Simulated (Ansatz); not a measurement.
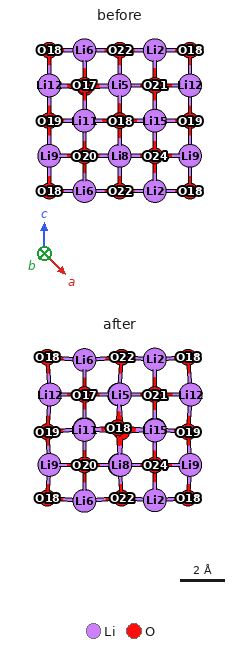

The structure of a defect cell of composition Li$_{16}$O$_{9}$ before (top) and after (bottom) a relaxation, at one scale.

The picture is a ball-and-stick view of the atoms within 5.0 Å of the atom that moves most (axes of the conventional cell (2 times the calculation's cell)), seen along the b axis. Lengths and directions refer to the drawn axes.

Case: O interstitial, charge +0, atoms relaxed.

These are results of DFT PBE, scalar-relativistic, plane waves, PAW (Ansatz 0.2.0), not measurements. Settings: plane-wave cutoff 420 eV; k-point mesh 2 × 2 × 2; occupations gaussian; smearing width 0.02 eV; no spin polarisation; atoms relaxed in a fixed cell; force threshold 0.02 eV/Å; at most 60 steps.

What changed between the two?

The atom that moves furthest is an O atom (0.14 Å along +a). Largest moves by element: O 0.14 Å, Li 0.04 Å. The lattice vectors keep their values. Some distances before and after: Li–O 2.088 → 1.962 Å, Li–O 2.039 → 1.962 Å, Li–O 2.003 → 1.933 Å, Li–O 2.003 → 2.071 Å. Among the angles between lasting bonds that change: O–Li–O 67.8° → 74.6°, O–Li–O 69.1° → 74.6°, O–Li–O 70.4° → 74.6°. Over 3 geometry steps the energy falls by 0.839 eV per cell of the calculation. The largest force component goes from 2.1 to 0.0032 eV/Å. The run took 7.2 s on 4 threads of Arm Neoverse V2, with other jobs on the host, peak memory 0.69 GiB.

Limits of the set-up: the k-point mesh is coarse for a cell with partly filled bands; the periodic images lie only 6.5 Å apart, so the values are limited by the cell's size.
